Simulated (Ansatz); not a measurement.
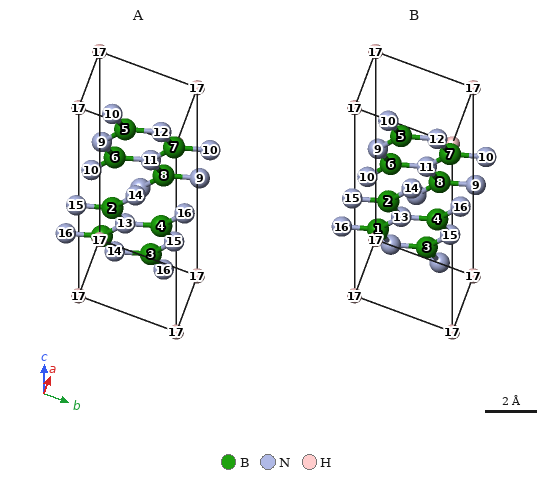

Two geometries of a defect cell of composition B₈HN₈, drawn at one scale. One is the start of a relaxation, the other its converged end. The picture is a ball-and-stick view of the cell of the calculation, reduced to other axes, seen from a free direction. Lengths and directions refer to the drawn axes.

These are results of DFT PBE, scalar-relativistic, plane waves, PAW (Ansatz 0.2.0), not measurements. (plane-wave cutoff 420 eV; k-point mesh 5 × 5 × 3; occupations gaussian; smearing width 0.01 eV; collinear spin; atoms relaxed in a fixed cell; force threshold 0.025 eV/Å; at most 45 steps)

Which geometry has the lower energy?

Structure B is the relaxed one. Case: H interstitial, charge +0, atoms relaxed at the host's cell. The energy falls by 0.128 eV per cell of the calculation in 3 accepted moves (4 points after the start). The largest force component goes from 0.14 to 0.019 eV/Å. 1 step only repeated the SCF at the same geometry. The largest moves, 0.30 Å, are those of 8 atoms (B3, B5, N9, N10 and others). N10 goes along −c. By element the largest moves are N 0.30 Å, B 0.30 Å. H stays in place. The cell doesn't change.

Limits of the set-up: the periodic images lie only 5.0 Å apart, so the values are limited by the cell's size.
